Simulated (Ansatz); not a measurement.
**Single-point calculation, with input and output: Al2Cu**

- system: Al2Cu (Ibam, 6 atoms in the cell)
- method: DFT PBEsol, scalar-relativistic, plane waves, PAW, no spin polarisation (Ansatz 0.2.0)

The structure derives from an entry of the Crystallography Open Database. It belongs to a series of runs on one base structure; here: mode 11 (250.9 1/cm) frozen in, largest displacement +0.263 A. Figures and captions count atoms from 1; the log counts them from 0 in places.

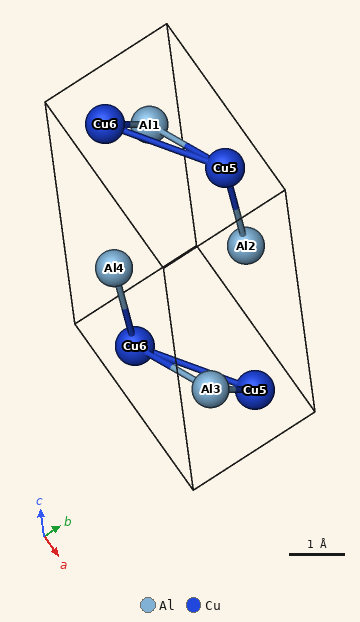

The structure (ball-and-stick view of the cell of the calculation, seen slightly off an axis; atoms are numbered from 1 in the order of the input). An atom can appear more than once, as a periodic image. Near neighbours in the periodic cell (some may lie outside the picture): Al has 2 Cu at 2.34 Å; Cu has 4 Al at 2.34 Å and 2 Cu at 2.41 Å.

Input:
```yaml
crystal:
  lattice:
    - [-2.9965506923, 2.9965506923, 2.4139243086]
    - [2.9965506923, -2.9965506923, 2.4139243086]
    - [2.9965506923, 2.9965506923, -2.4139243086]
  atoms:
    - { symbol: Al, position: [0.1902914898, 0.6283484262, 0.818639916] }
    - { symbol: Al, position: [0.6902914898, 0.8716515738, 0.5619430636] }
    - { symbol: Al, position: [0.8097085102, 0.3716515738, 0.181360084] }
    - { symbol: Al, position: [0.3097085102, 0.1283484262, 0.4380569364] }
    - { symbol: Cu, position: [0.75, 0.75, 0.0] }
    - { symbol: Cu, position: [0.25, 0.25, 0.0] }
basis:
  ecutwfc: 420
kpoints:
  mp_grid: { grid: [12, 12, 12] }
hamiltonian:
  xc: pbesol
scf:
  occupations: { method: gaussian, width: 0.15 }
output:
  forces: true
  stress: true
  eigenvalues: true
  write_density: true
  write_potential: true
  elf: true
  volumetric_format: npy
```

Run on 2 threads of Arm Neoverse V1, 24 GiB of memory available, shared host.

Launched with:
```bash
ansatz run input.yaml --threads 2 --pin off --max-ram 5120MiB --backend cpu --events-out ev --progress --plain --runs-dir out
```

What the program printed:
```
Engine: ansatz 0.2.0, aarch64-unknown-linux-gnu
Pseudopotentials: kind: paw
Pseudopotential: Al, paw, valence charge 3, recommended cutoff 420 eV (normal), Al.paw.azcp
Pseudopotential: Cu, paw, valence charge 19, recommended cutoff 420 eV (normal), Cu.paw.azcp
Functional definition: PBEsol
  exchange = pbesol_x
  correlation = pbesol_c
Crystal: 6 atoms, lattice volume = 86.702 Å³
Basis set: ecut = 420 eV, 1681 PW (Γ), exchange–correlation on 72×72×72 points (8 copies of the dense FFT grid, shifted against one another)
Bands: 31, of which v1, the nominal top of the filled ones, is band 25 counted from 1 (24 counted from 0)
Symmetry: 8 space group operations
Space group: Ibam (ITA 72), of the structure as read, at distance tolerance 4.4e-5 Å
k-points: 280 of 1728
Non-local potential: Al, projectors of the file, l = 0: 2, l = 1: 2, l = 2: 1
Non-local potential: Cu, projectors of the file, l = 0: 3, l = 1: 2, l = 2: 3, l = 3: 1
PAW form: soft (Blöchl's): semilocal exchange-correlation on the pseudo side does not see the compensation charge
PAW frozen core: Al, regenerated for the run's functional, and the local potential with it (the file was generated under x = pbe(κ = 0.804, μ = 0.2195149727645171), c = pbe(β = 0.06672455060314922))
PAW frozen core: Cu, regenerated for the run's functional, and the local potential with it (the file was generated under x = pbe(κ = 0.804, μ = 0.2195149727645171), c = pbe(β = 0.06672455060314922))
PAW one-centre angular grid: Al, 110 points (default); XC on 64 Gauss nodes
PAW one-centre angular grid: Cu, 590 points (default); XC on 64 Gauss nodes
Initial density: superposition of atomic densities (neutral atoms: chi_scale 0, normalization atom), corrected by the library's trained network
Initial wavefunctions: pseudopotential atomic-orbital guess
Functional: x = pbesol(κ = 0.804, μ = 0.12345679012345678), c = pbesol(β = 0.046)
SCF iter   1: F=—  HF=-15275.892497 eV  |F-HF|=—  |Δ(HF+E_count)|=         —  Δρ=7.04e-3  dr2=2.17e-2  ethr=1.77e-3  ⟨swp⟩=7.3  Hψ=42302  notcnv=0
preconditioner: auto → Kerker (q_TF=auto, 2.489 Å⁻¹)  [metal: Δε(μ)=0.010 eV  Ē_g=7.358 eV  σ=0.150 eV  W_gap=0.04  n_scr=16 (ndim 8)  ℏωp=23.3 eV  f_vac=0.000  D(μ)=2.06/eV (n_scr^D=12)]
SCF iter   2: F=—  HF=-15275.886563 eV  |F-HF|=—  |Δ(HF+E_count)|=   5.93e-3  Δρ=1.48e-3  dr2=3.67e-3  ethr=4.34e-5  ⟨swp⟩=2.3  Hψ=16687  notcnv=0
SCF iter   3: F=—  HF=-15275.885992 eV  |F-HF|=—  |Δ(HF+E_count)|=   5.71e-4  Δρ=1.08e-3  dr2=1.50e-3  ethr=7.34e-6  ⟨swp⟩=2.1  Hψ=11939  notcnv=0
SCF iter   4: F=—  HF=-15275.885581 eV  |F-HF|=—  |Δ(HF+E_count)|=   4.11e-4  Δρ=2.51e-4  dr2=8.20e-5  ethr=3.00e-6  ⟨swp⟩=2.0  Hψ=12739  notcnv=0
SCF iter   5: F=—  HF=-15275.885559 eV  |F-HF|=—  |Δ(HF+E_count)|=   2.23e-5  Δρ=3.45e-5  dr2=2.59e-6  ethr=1.64e-7  ⟨swp⟩=2.3  Hψ=11191  notcnv=0
SCF iter   6: F=—  HF=-15275.885559 eV  |F-HF|=—  |Δ(HF+E_count)|=   8.74e-8  Δρ=1.52e-5  dr2=1.19e-7  ethr=5.18e-9  ⟨swp⟩=2.0  Hψ=13031  notcnv=0
SCF iter   7: F=-15275.885559 eV  HF=-15275.885559 eV  |F-HF|=8.79e-9  |Δ(HF+E_count)|=   4.99e-8  Δρ=3.59e-6  dr2=9.95e-9  ethr=2.00e-10  ⟨swp⟩=10.1  Hψ=51666  notcnv=0
SCF 1 converged in 7 iterations: F = -15275.885559 eV  dr2 = 9.95e-9
  greatest PAW one-centre occupation: 1.000 electrons in one spin orbital (limit 2), on the Cu atom at site 5 (counted from 0), in its partial waves of l = 0
```

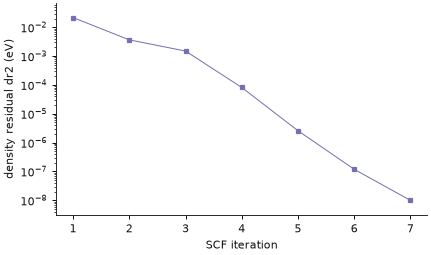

Convergence of the self-consistent field: density residual dr2 against the SCF iteration. The residual falls at every step.

```
SCF converged after 7 iterations
Free energy (F): -15275.885559 eV
Harris-Foulkes:  -15275.885559 eV  (|F-HF|=8.79e-9)
Internal energy: -15275.862411 eV  (E = F + TS)
E sigma→0 (E₀):  -15275.873985 eV
Entropy (-TS):   -0.023148 eV (-3.858 meV/atom)
Fermi energy:    10.685865 eV
--- Per-component energies (eV) ---
  E_band       = -924.489403
  E_kinetic    = 697.067766
  E_local      = -12425.300598  (includes V_loc(G=0)·N_el)
  E_nonlocal   = 814.387084
  E_hartree    = 5619.510262
  E_xc         = -339.999758
  E_vxc        = -353.139630  (∫ρ·V_xc dr)
  E_paw        = -5062.421318  (= ΣΔE_a)
  E_vpaw       = -896.530140  (= ΣTr[D̂ρ^β])
  E_aug_tail   = 0.000519  (compensation charges beyond the density's cutoff)
  E_ewald      = -4579.595328
  E_core_change = 0.488960  (= ΣΔE_core)
  E_smearing   = -0.023148  (= −TS)
  E_closure    = 0.000000  (closes the sum)
  Σ components = -15275.885559   (vs F -15275.885559, Δ=0.00e0)
--- Forces (eV/Å), atoms counted from 1 ---
  atom   1  Al     0.97786642    -1.60044963     0.00000000
  atom   2  Al    -0.97786642    -1.60044963     0.00000000
  atom   3  Al    -0.97786642     1.60044963     0.00000000
  atom   4  Al     0.97786642     1.60044963     0.00000000
  atom   5  Cu    -0.00000000     0.00000000     0.00000000
  atom   6  Cu     0.00000000     0.00000000     0.00000000
  max |Σ_I F_I| component: 2.22e-16 eV/Å
--- Stress (GPa, compression-positive) ---
       -2.627937       0.000000       0.000000
        0.000000      13.611628       0.000000
        0.000000       0.000000       5.599703
  P = ⅓ Tr σ = 5.5278 GPa (55.278 kbar)
--- Band table (eV; the first three rows and the last of 280) ---
  k-point 0: bands = ["-102.9758", "-102.9655", "-60.6006", "-60.5905", "-60.5109", "-60.4022", "-60.3986", "-60.3887", "-0.3445", "4.9416", "5.1096", "5.1873", "5.4622", "6.1499", "6.1894", "6.6461", "6.9796", "7.0628", "7.0827", "7.3436", "8.4144", "8.7161", "8.9079", "8.9301", "9.9273", "9.9677", "10.5405", "10.7730", "12.1657", "12.2067", "12.2363"]
  k-point 1: bands = ["-102.9758", "-102.9655", "-60.6006", "-60.5905", "-60.5109", "-60.4022", "-60.3986", "-60.3887", "-0.2870", "4.9433", "5.0244", "5.1790", "5.4660", "6.1255", "6.1462", "6.6271", "6.8454", "7.0370", "7.0630", "7.3437", "8.0404", "8.8155", "8.8585", "9.1586", "9.8094", "10.1392", "10.6195", "11.1382", "12.3563", "12.3668", "12.3933"]
  k-point 2: bands = ["-102.9758", "-102.9656", "-60.6006", "-60.5905", "-60.5109", "-60.4022", "-60.3986", "-60.3887", "-0.1152", "4.6351", "4.9522", "5.2056", "5.4815", "5.9905", "6.1257", "6.5578", "6.5714", "6.9551", "7.0621", "7.3434", "8.0292", "8.5507", "8.6509", "9.3342", "9.7283", "10.1375", "11.4787", "11.8494", "12.7177", "12.8486", "12.8854"]
  k-point 279: bands = ["-102.9758", "-102.9655", "-60.6007", "-60.5905", "-60.5109", "-60.4022", "-60.3987", "-60.3887", "3.0085", "3.4010", "3.9157", "4.1286", "5.0351", "5.2536", "5.7727", "5.9387", "5.9998", "6.3023", "6.3227", "6.6960", "7.0566", "7.2135", "7.3388", "8.7658", "12.3508", "13.1531", "14.1903", "14.6346", "14.8507", "15.6325", "15.6643"]
```

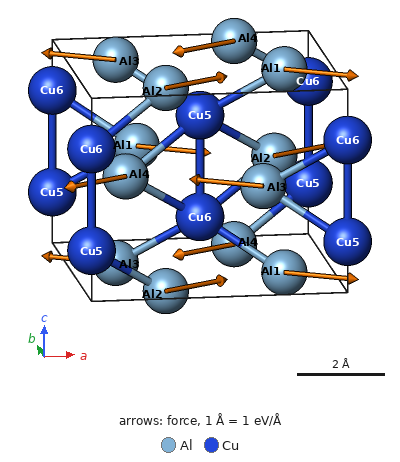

Forces on the atoms as orange arrows (ball-and-stick view of the cell 2 times as large as that of the calculation, set on its symmetry axes, seen at an oblique angle; atoms are numbered from 1 in the order of the input). The largest act on all 4 Al atoms (1.88 eV/Å). The geometry is not a stationary point of this energy.

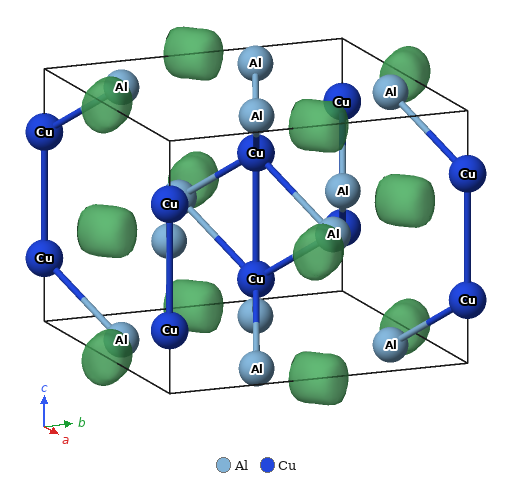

Isosurface of the ELF at 0.75 (green), seen slightly off an axis. Only the valence region is drawn (cores and ρ < 0.01 e/Å³ removed). Sticks mark near contacts. The outline is the cell set on symmetry axes. Along the contacts the grid gives the following. Al–Cu (2.34 Å): the ELF peaks at about 0.65 between the atoms. Cu–Cu (2.41 Å): the ELF is about 0.25 at the midpoint (no localised pair between them). The fields are those of the smooth PAW valence density.

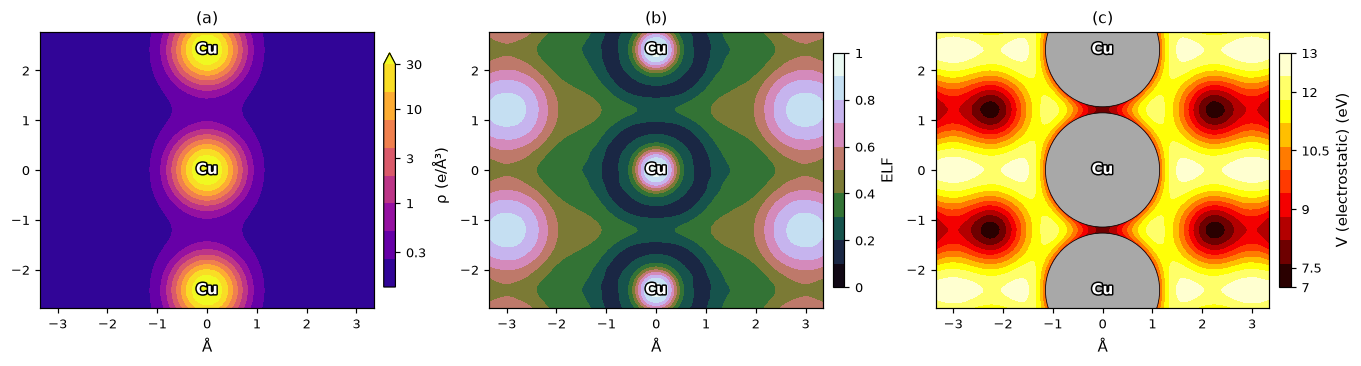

(a) valence pseudo-density; (b) electron localisation function; (c) electrostatic potential (local pseudopotential plus Hartree) felt by an electron on the (100) plane of the conventional cell. Grey discs, where drawn, cover atomic cores. Atoms in the plane: Cu. Cu–Cu (2.41 Å): ρ at the midpoint is about 0.38 e/Å³; the ELF is about 0.25 at the midpoint (no localised pair between them). Away from the nuclei the density in this plane falls to 0.13 e/Å³ at its lowest. The strong features right at Cu lie inside the PAW spheres (semicore, d or f shells) and say nothing about bonding. Outside the cores the potential energy rises away from the atoms and is highest about 1.8 Å from the nearest atoms; outside the discs it spans about 6 eV, and its zero is arbitrary.

Summary:

```json
{"quantity": "outcome", "value": "converged"}
{"quantity": "space group (tolerance 0.01 Å)", "value": "Ibam (72)"}
{"quantity": "electrons treated", "value": "50"}
{"quantity": "free energy", "value": "−15275.8856 eV"}
{"quantity": "Fermi energy", "value": "10.686 eV"}
{"quantity": "gap on the k-point mesh", "value": "none (metallic)"}
{"quantity": "pressure", "value": "5.53 GPa"}
{"quantity": "largest force (length of the vector)", "value": "1.876 eV/Å"}
{"quantity": "wall time", "value": "28 s (CPU time 57 s)"}
{"quantity": "peak memory", "value": "0.74 GiB"}
```
